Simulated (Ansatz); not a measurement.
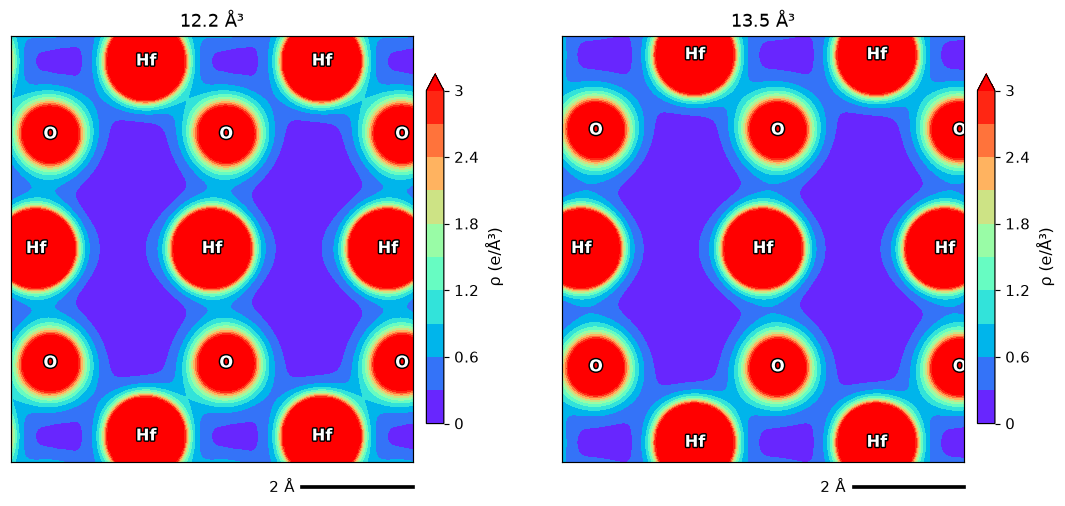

HfO$_{2}$. The valence charge density (pseudo) of cells scaled evenly to different volumes (given per atom above each panel), on the (11̄0) plane of each (indices in the axes of the cell below), at one length scale and on one colour scale.

A point of a scan over the structure, not its minimum; a structure from a database of computed crystals, not necessarily the ambient phase; PAW files of the earlier set (soft_1).

These are results of DFT PBE, scalar-relativistic, plane waves, PAW (Ansatz 0.2.0), not measurements.

The density is the valence pseudo-density of a PAW calculation; it isn't the true density close to the nuclei.

The largest cell:

```
Hf O
1.0
     4.96273    0.00000    0.00000
     0.00000    4.96273    0.00000
     0.00000    0.00000    3.29196
Hf O
2 4
Direct
  0.00000 0.00000 0.93730
  0.50000 0.50000 0.56270
  0.19482 0.80518 0.47988
  0.30518 0.30518 0.02012
  0.69482 0.69482 0.02012
  0.80518 0.19482 0.47988
```

| volume (Å³/atom) | Hf–O contact in the plane (Å) | ρ at its midpoint (e/Å³) | pressure (GPa) | gap on the mesh (eV) | 
| --- | --- | --- | --- | --- |
| 12.22 | 1.967 | 0.913 | 13.7 | 4.34 | 
| 12.54 | 1.984 | ? | ? | ? | 
| 13.51 | 2.034 | 0.793 | −8.2 | 3.95 | 

What values belong in the row with question marks?

Answer. Over the known rows ln ρ falls by 2.10 per Å of Hf–O distance (the line through the two), which gives 0.881 e/Å³ at 1.984 Å; the calculation gives 0.881 e/Å³. For the pressure, a straight line in volume between the neighbouring rows gives 8.3 GPa; the calculation gives 7.2, lower because pressure rises ever faster on compression. For the gap on the mesh, a straight line in volume between the neighbouring rows gives 4.24 eV; the calculation gives 4.24.
